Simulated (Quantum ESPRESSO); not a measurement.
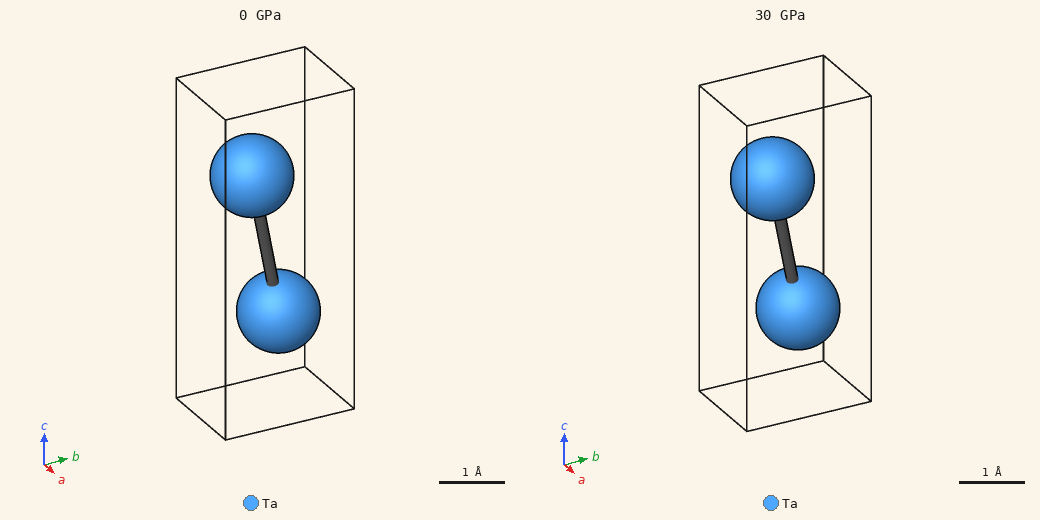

Ta, hexagonal close-packed (Mg type), space group P6₃/mmc (No. 194), relaxed (cell and atoms) under a series of hydrostatic pressures; the conventional cell is drawn at the lowest and the highest, to one scale (sticks follow a distance rule). The start was a structure listed in the Materials Project. This isn't the form of Ta at room conditions, which is bcc.

Alike in all runs: Quantum ESPRESSO 7.5; functional PBEsol; potentials GBRV 1.5 PBEsol; cutoff 871 eV; k mesh 11 × 11 × 5 on the run's cell of 2 atoms; occupations fermi-dirac, width 0.05 eV; no spin polarisation; no spin-orbit coupling.

```tsv
pressure (GPa)	volume (Å³/atom)	a (Å)	c (Å)
0.0	18.086	2.858	5.113
2.0	17.911	2.850	5.093
5.0	17.664	2.838	5.065
10.0	?	?	?
20.1	16.635	2.787	4.947
30.1	16.081	2.758	4.882
```

> Fit a third-order Birch-Murnaghan equation to the rows given and use it to fill in the volume that is left out.

The fit gives V0 = 18.09 Å³/atom, B0 = 203 GPa and B0′ = 3.9, which puts the volume at 10.0 GPa at 17.29 Å³/atom. The run gave volume 17.286 Å³/atom; a 2.819 Å; c 5.022 Å.

> Which axis yields most up to 30 GPa?

The c axis: a −3.5 %, c −4.5 %, against −11.1 % in volume.

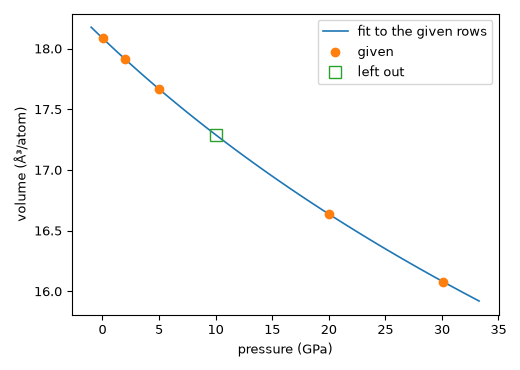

Volume against pressure, with the fit. The structure was kept in its own symmetry, so a change to another phase within this range wouldn't be seen.

Caveat: spin-orbit coupling is left out, which matters for Ta, if less for volumes and forces than for levels.
